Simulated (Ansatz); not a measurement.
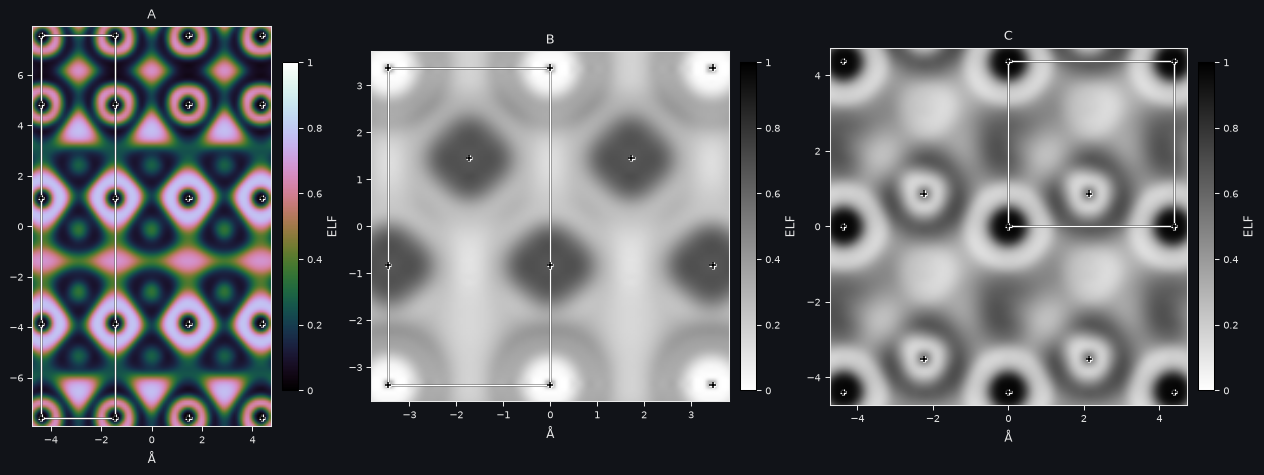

The electron localisation function of 3 systems, each on a plane through atoms (crosses mark nuclei in the plane).

Level of theory: DFT PBEsol, scalar-relativistic, plane waves, PAW (Ansatz 0.2.0).

System 1: GePt2, the (11̄0) plane of the conventional cell. Space group P-62m; a structure from a database of computed crystals, not necessarily the ambient phase.

System 2: CoSi, the (010) plane of the conventional cell. Space group P2₁3; computed without spin polarisation.

System 3: Ti3C2, the (100) plane of the conventional cell. Space group P6₃/mmc; a structure from a database of computed crystals, not necessarily the ambient phase; changed on purpose from its base cell (biaxial strain in the a-b plane, c and atoms relaxed: -4.0 %); computed pressure about 13 GPa in this cell; computed without spin polarisation.

```
CELL_PARAMETERS angstrom
2.92041 0.00000 0.00000
-1.46020 2.52915 0.00000
0.00000 0.00000 15.17108
ATOMIC_POSITIONS crystal
Ti 0.33333 0.66667 0.84058
Ti 0.66667 0.33333 0.34058
Ti 0.66667 0.33333 0.15942
Ti 0.33333 0.66667 0.65942
Ti 0.00000 0.00000 0.00000
Ti 0.00000 0.00000 0.50000
C 0.66667 0.33333 0.91401
C 0.33333 0.66667 0.41401
C 0.66667 0.33333 0.58599
C 0.33333 0.66667 0.08599
```

**Match each panel to its system.**

Panel A is system 3, Ti3C2: the plane holds Ti and C. Ti–Ti (2.75 Å): the ELF is about 0.05 at the midpoint (no shared electron pair shows on this line). Panel B is system 1, GePt2: the plane holds Ge and Pt. Ge–Pt (2.55 Å): the ELF is about 0.40 at the midpoint. Panel C is system 2, CoSi: the plane holds Co and Si. Co–Si (2.31 Å): the ELF peaks at about 0.65 in the valence shell of Si, 0.9 Å from its nucleus, and is about 0.45 at the midpoint.
